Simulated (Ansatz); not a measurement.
System: ZnCu.

```
Zn Cu
1.0
     2.54045   -2.54045    0.00000
     0.00000    2.54045   -2.54045
     3.50455    3.50455    3.50455
Zn Cu
3 3
Direct
  0.33333 0.66667 0.16667
  0.00000 0.00000 0.50000
  0.66667 0.33333 0.83333
  0.00000 0.00000 0.00000
  0.66667 0.33333 0.33333
  0.33333 0.66667 0.66667
```

Space group R-3m; computed pressure about 27 GPa in this cell; computed without spin polarisation.

Method: DFT PBEsol, scalar-relativistic, plane waves, PAW in Ansatz.

### What will maps of the valence pseudo-density and electron localisation function show?

Zn–Cu (2.31 Å): ρ at the midpoint is about 0.41 e/Å³; the ELF is about 0.25 at the midpoint: no shared electron pair shows on this line.

### Does the calculation give a band gap?

It is gapless in this calculation (a metal or semimetal).

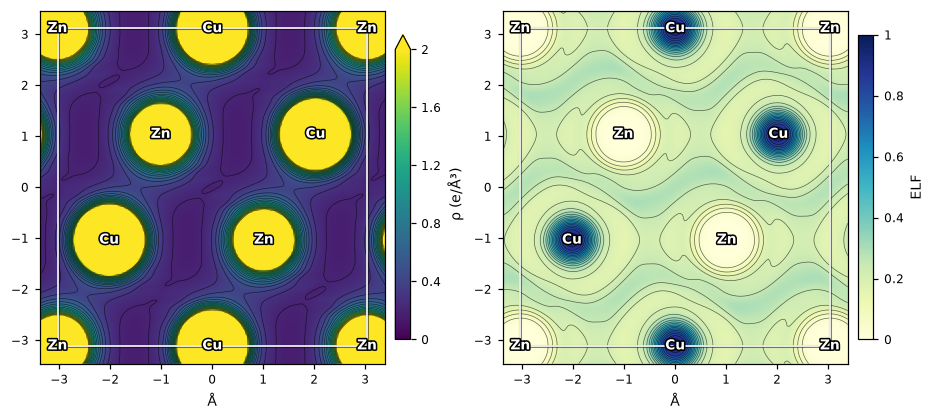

Computed valence pseudo-density and electron localisation function on the (110) plane of the conventional cell, in this order. 

Core electrons are frozen (PAW), and the valence fields are smoothed inside the atomic spheres.
